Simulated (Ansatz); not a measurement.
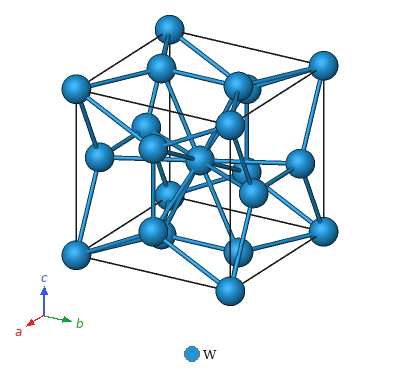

W, space group Pm-3n (No. 223), a = 5.079 Å, b = 5.079 Å, c = 5.079 Å, α = 90.00°, β = 90.00°, γ = 90.00°

```tsv
site	Wyckoff	x	y	z
W1	6c	0.2500	0.0000	0.5000
W2	2a	0.0000	0.0000	0.0000
```

Source: the end point of a relaxation with Ansatz 0.2.0, DFT PBE, scalar-relativistic, plane waves, PAW.

Question: Compute the Voronoi cell of each site (no radii): faces and volume.

Answer:
```json
{"site": "W1", "faces above 1 % of the sphere": "14", "volume (Å³)": "16.50", "solid angle by neighbour (%)": "W 100"}
{"site": "W2", "faces above 1 % of the sphere": "12", "volume (Å³)": "15.99", "solid angle by neighbour (%)": "W 100"}
```

Weighted by multiplicity the volumes add up to the cell volume, 131.0 Å³.

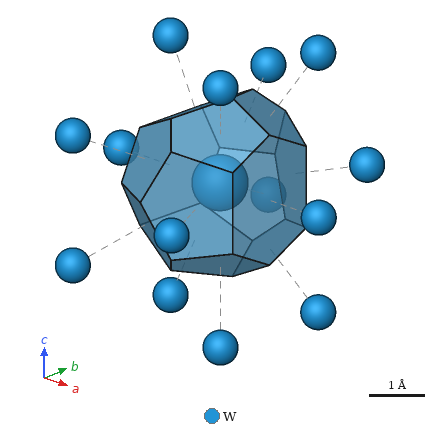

The computed Voronoi cell of W1, with the neighbours that bound it.
